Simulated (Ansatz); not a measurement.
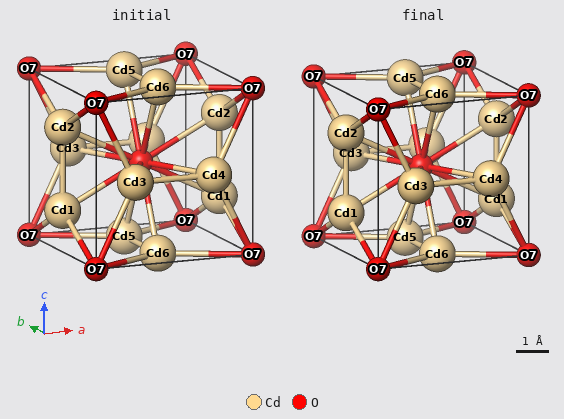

The structure of solid Cd3O (built on the A15_223 type) (coarse preliminary run) before (left) and after (right) a relaxation, at one scale.

The picture is a ball-and-stick view of the cell of the calculation, seen slightly off an axis.

Case: A15 type (Pm-3n, No. 223).

Computed with DFT r2SCAN, scalar-relativistic, plane waves, PAW (Ansatz 0.2.0). (plane-wave cutoff 500 eV; k-point mesh 4 × 4 × 4; occupations gaussian; smearing width 0.1 eV; no spin polarisation; cell and atoms relaxed; force threshold 0.04 eV/Å; at most 70 steps)

**Summarise the run.**

Over 3 accepted moves (4 points after the start) the energy falls by 54.7 meV per atom. All forces vanish by symmetry, so only the cell relaxes. The pressure goes from −6.50 to −0.06 GPa. At 1 point the geometry stayed and the basis and grid were re-selected for the new cell (energy shift of 1.1 meV per atom at most each time). The atoms keep their places relative to the cell (all moves are under 0.005 Å). The drawn cell changes as follows: a = b = c 5.474 → 5.256 Å (−4.0 %); the volume changes by −11.5 %. Among the contacts that change: Cd–O 3.060 → 2.938 Å, Cd–Cd 2.737 → 2.628 Å. The space group stays Pm-3n (No. 223). The run took of the order of 2.5 core-minutes on a shared host.
